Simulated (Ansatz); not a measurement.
CuO$_{2}$

Input

```
crystal:
  lattice:
    - [2.3528015484, 0.0, 0.0]
    - [0.0, 2.3730773455, 0.0]
    - [0.0, 0.0, 7.2677957048]
  atoms:
    - { symbol: Cu, position: [0.0, 0.5, 0.0] }
    - { symbol: O, position: [0.0, 0.5, 0.4161492072] }
    - { symbol: O, position: [0.0, 0.5, 0.5838507928] }
basis:
  ecutwfc: 420
kpoints:
  mp_grid: { grid: [18, 18, 6] }
hamiltonian:
  xc: pbe
  dispersion: d3bj
scf:
  occupations: { method: gaussian, width: 0.1 }
output:
  forces: true
  stress: true
  eigenvalues: true
  write_density: true
  write_potential: true
  elf: true
  volumetric_format: npy
relax:
  adjacent_minimum: "off"
  f_tol: 0.005
  max_steps: 80
  cell: { stress_tol: 0.05 }
```

Launched as:

```sh
ansatz run input.yaml --threads 2 --pin off --max-ram 5120MiB --backend cpu --events-out ev --progress --plain --runs-dir out
```

Below, planes, directions and counts refer to the conventional cell (a = 2.36 Å, b = 2.36 Å, c = 7.26 Å, α = 90.00°, β = 90.00°, γ = 90.00°).

The fields are those of the run's last geometry, not of the input's.

Space group P4/mmm; a structure from a database of computed crystals, not necessarily the ambient phase; computed without spin polarisation.

Computed with Ansatz 0.2.0, DFT PBE+D3(BJ), scalar-relativistic, plane waves, PAW.

> What will maps of the valence pseudo-density and electron localisation function show?

Cu–Cu (2.36 Å): the density is about 0.31 e/Å³ at the midpoint; the ELF is about 0.20 at the midpoint; no shared electron pair shows on this line.

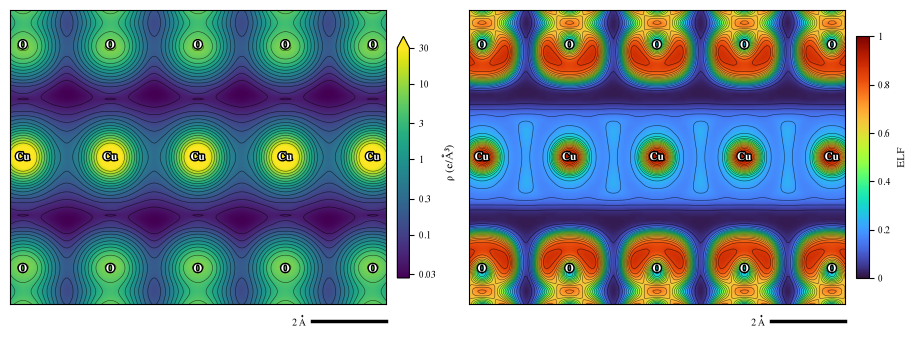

Computed valence pseudo-density and electron localisation function on the (010) plane of the conventional cell, in this order. 

The density is the valence pseudo-density of a PAW calculation; it isn't the true density close to the nuclei.
